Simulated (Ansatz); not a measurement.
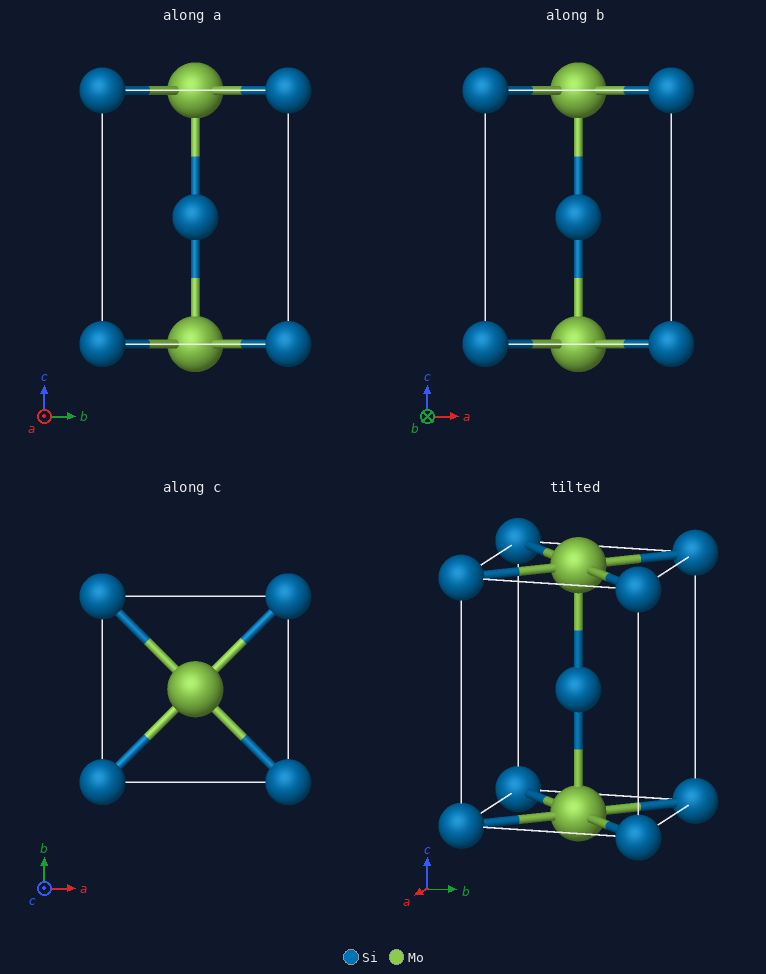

Ball-and-stick drawing of the structure, looking along the a axis, along the b axis, along the c axis and slightly off an axis. The parallelepiped is the conventional unit cell.

Lattice parameters: a = 3.489 Å, b = 3.489 Å, c = 4.761 Å, α = 90.00°, β = 90.00°, γ = 90.00°.

**Convert the drawing into a table of Wyckoff sites.**

Space group P4/mmm (No. 123).
```json
{"atom": "Si", "site": "1a", "x": "0.0000", "y": "0.0000", "z": "0.0000"}
{"atom": "Si", "site": "1d", "x": "0.5000", "y": "0.5000", "z": "0.5000"}
{"atom": "Mo", "site": "1c", "x": "0.5000", "y": "0.5000", "z": "0.0000"}
```

It goes back to a random cell made by a generator, so it need not be a real form of the compound. Earlier steps of the study may have refined or changed the cell and positions. It was the input of a calculation with Ansatz.
